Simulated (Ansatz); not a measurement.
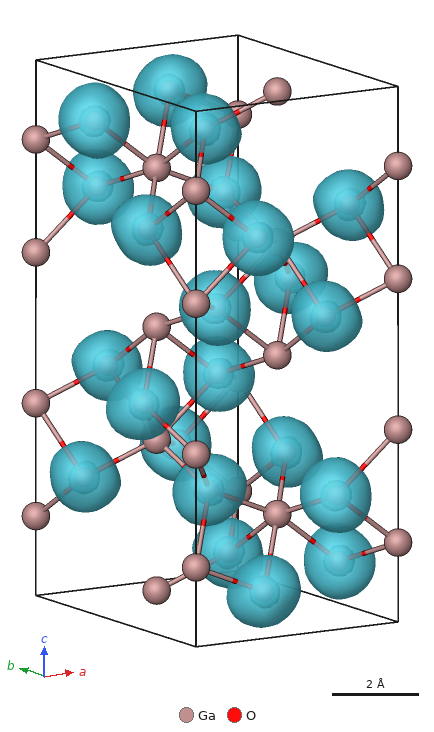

Figure 1: Ga₂O₃. Isosurface of the electron localisation function at 0.7 (cyan), seen at an oblique angle. Core shells and regions of very low density are left out. Sticks mark near contacts.

Space group R-3; not relaxed (largest force 0.3 eV/Å).

Computed with Ansatz, DFT r2SCAN, scalar-relativistic, plane waves, PAW.

Core electrons are frozen (PAW), and the valence fields are smoothed inside the atomic spheres.

Identify the bonds, lone pairs and shells in this picture.

The surface consists of 18 regions wrapped around O (the valence shell of each), counted in one cell of 30 atoms. Any copies at cell faces, edges or corners count once. Profiles from the grid: Ga–O (1.91 Å): the ELF peaks at about 0.85 in the valence shell of O, 0.6 Å from its nucleus, and is about 0.35 at the midpoint. Ga–O (2.04 Å): the ELF peaks at about 0.85 in the valence shell of O, 0.6 Å from its nucleus, and is about 0.30 at the midpoint (no localised pair shows between them).

Does the calculation give a band gap?

It is gapped, with a Kohn–Sham gap of 3.5 eV on the k-point mesh (the band edges may lie off the mesh, which would make the gap smaller).
